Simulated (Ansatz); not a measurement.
Input of the run:

```
crystal:
  lattice:
    - [4.3755374598, 0.0, 0.0]
    - [-2.1877687299, 3.7893265954, 0.0]
    - [0.0, 0.0, 7.2537939909]
  atoms:
    - { symbol: Cu, position: [0.3333333333, 0.6666666667, 0.25] }
    - { symbol: Cu, position: [0.6666666667, 0.3333333333, 0.75] }
    - { symbol: I, position: [0.6666666667, 0.3333333333, 0.25] }
    - { symbol: I, position: [0.3333333333, 0.6666666667, 0.75] }
kpoints:
  mp_grid: { grid: [6, 6, 4] }
  band_path:
    path:
      - [0.0, 0.0, 0.0]
      - [0.5, 0.0, 0.0]
      - [0.3333333333, 0.3333333333, 0.0]
      - [0.0, 0.0, 0.5]
      - [0.5, 0.0, 0.5]
      - [0.3333333333, 0.3333333333, 0.5]
    npoints: 1
hamiltonian:
  xc: pbe0
scf:
  occupations: { method: fixed }
  n_extra_bands: 5
output:
  forces: true
  stress: true
  eigenvalues: true
```

What does the calculation give for the electronic structure?

There is a gap; over the k points computed it is 3.36 eV (direct among those points). Within the window shown, the tallest peak of the filled states lies 2.5 eV under the valence-band top, at about 23 states per eV and cell.

Spin-orbit coupling is left out, which matters for I.

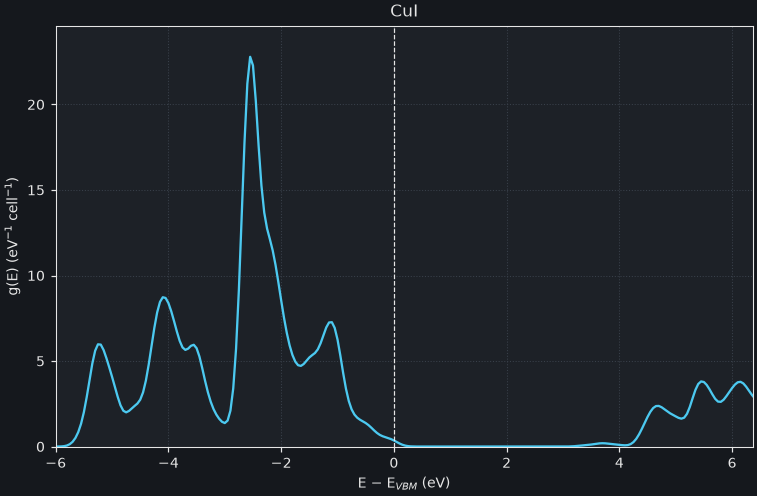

Density of states. Energies are counted from the top of the valence band. The curve is built from the levels of the k mesh with Gaussians 0.3 eV wide, which also blur the band edges.
